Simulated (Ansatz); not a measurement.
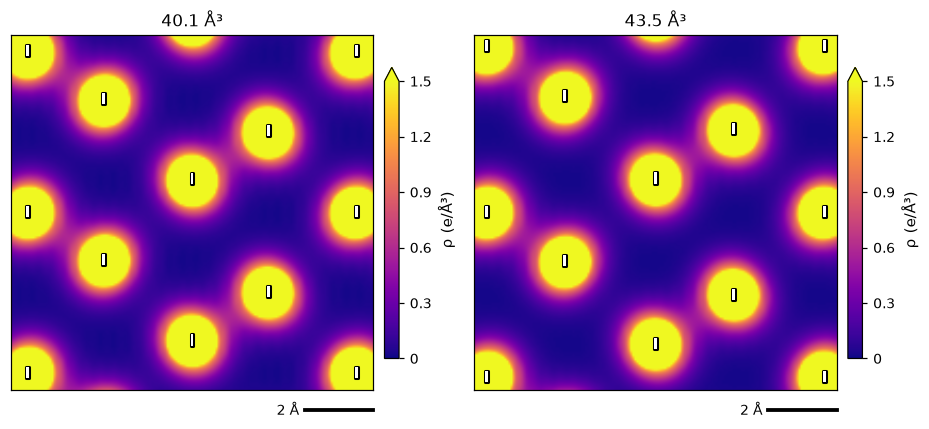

I. The valence electron density of cells scaled evenly to different volumes (given per atom above each panel), on the (110) plane of each (indices in the axes of the cell below), at one length scale and on one colour scale.

Method: Kohn-Sham DFT of a periodic cell, PBE, Ansatz PAW (Ansatz).

In a PAW calculation such maps are meaningful between the atoms, not at the nuclei.

The largest cell:

```
I
1.0
     3.65911   -2.41088    0.00000
     3.65911    2.41088    0.00000
     0.00000    0.00000    9.85830
I
4
Direct
  0.64930 0.35070 0.38440
  0.14930 0.85070 0.11560
  0.35070 0.64930 0.61560
  0.85070 0.14930 0.88440
```

| volume (Å³/atom) | I–I contact in the plane (Å) | ρ at its midpoint (e/Å³) | pressure (GPa) | gap on the mesh (eV) | 
| --- | --- | --- | --- | --- |
| 40.07 | 2.623 | 0.579 | 3.8 | 1.46 | 
| 42.63 | 2.678 | ? | ? | ? | 
| 43.48 | 2.696 | 0.515 | 1.2 | 1.28 | 

Estimate the missing row, and compare with the calculation.

Answer. Over the known rows ln ρ falls by 1.60 per Å of I–I distance (the line through the two), which gives 0.530 e/Å³ at 2.678 Å; the calculation gives 0.531 e/Å³. For the pressure, a straight line in volume between the neighbouring rows gives 1.8 GPa; the calculation gives 1.8. For the gap on the mesh, a straight line in volume between the neighbouring rows gives 1.32 eV; the calculation gives 1.29.
